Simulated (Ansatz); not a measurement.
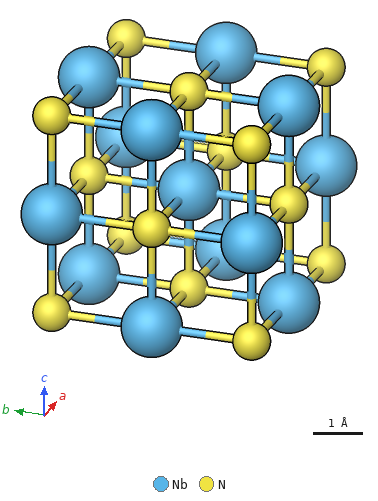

Phonons of a crystal of NbN relaxed at 6 GPa, at the zone centre. A ball-and-stick model of the conventional cell (4 times the calculation's cell), seen from a free direction. Lengths and directions refer to the drawn axes.

Method: DFT PBE, scalar-relativistic, plane waves, PAW in Ansatz.

The input:
```yaml
crystal:
  lattice:
    - [0.0, 2.1977277065, 2.1977277065]
    - [2.1977277065, 0.0, 2.1977277065]
    - [2.1977277065, 2.1977277065, 0.0]
  atoms:
    - { symbol: Nb, position: [0.5, 0.5, 0.5] }
    - { symbol: "N", position: [0.0, 0.0, 0.0] }
basis:
  ecutwfc: 420
kpoints:
  mp_grid: { grid: [16, 16, 16] }
hamiltonian:
  xc: pbe
scf:
  occupations: { method: fermi_dirac, width: 0.15 }
output:
  eigenvalues: true
phonons:
  method: dfpt
  eigenvectors: true
```

Launched with:
```bash
ansatz run input.yaml --threads 1 --pin off --max-ram 3072MiB --backend cpu --events-out ev --progress --plain --runs-dir out
```

The frequencies depend somewhat on the k-mesh and the smearing.

Give the spectrum at this point.

Answer. The calculation's cell holds 2 atoms, so there are 3 optical modes, in 1 level. The optical modes span T₁u. No level is unstable.

```json
{"level": "1", "symmetry": "T₁u", "frequency (cm⁻¹)": "400", "activity": "infrared-active"}
```

The crystal is a metal, so free carriers screen the infrared response.

The displacement patterns (one member of each degenerate set):

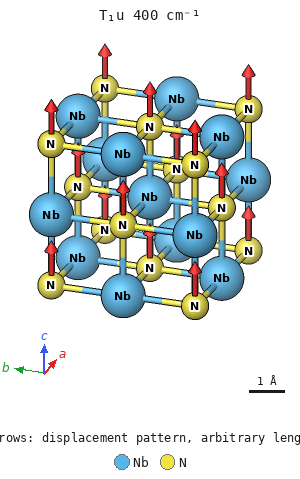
